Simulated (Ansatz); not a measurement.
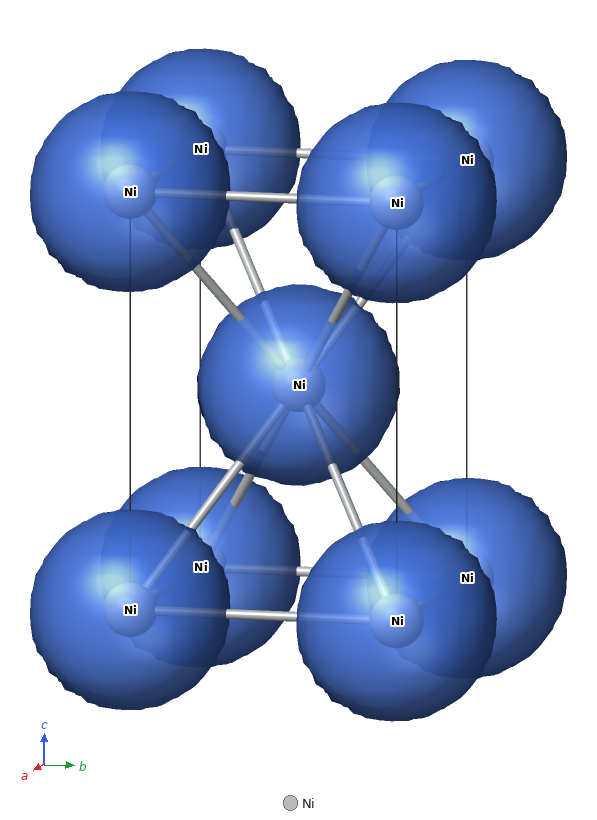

Figure. Ni. Isosurface of the valence pseudo-density at 1 e/Å³ (blue), seen slightly off an axis. Sticks mark near contacts.

Space group I4/mmm; changed on purpose from its base cell (strain -0.080 along x and y, +0.000 along z, atoms carried along); computed pressure about 58 GPa in this cell; spin-polarised.

All numbers below come from DFT PBEsol, scalar-relativistic, plane waves, PAW in Ansatz 0.2.0.

Core electrons are frozen (PAW), and the valence fields are smoothed inside the atomic spheres.

```
CELL_PARAMETERS angstrom
1.59305 -1.59305 0.00000
1.59305 1.59305 0.00000
0.00000 0.00000 3.46315
ATOMIC_POSITIONS crystal
Ni 0.00000 0.00000 0.00000
Ni 0.50000 0.50000 0.50000
```

### How is the density connected at this value?

At this value the density breaks into separate islands; it holds about 85 % of the electrons treated as valence (semicore included). It bridges none of the near contacts. It is pinched off along the sampled Ni–Ni (2.25 Å) and Ni–Ni (2.35 Å) contacts. On the grid the lowest density along these lines, outside the cores, is 0.5 e/Å³ (Ni–Ni, 2.25 Å) and 0.43 e/Å³ (Ni–Ni, 2.35 Å).

### Does the calculation give a band gap?

It is metallic or semimetallic at this level of theory: no gap opens.
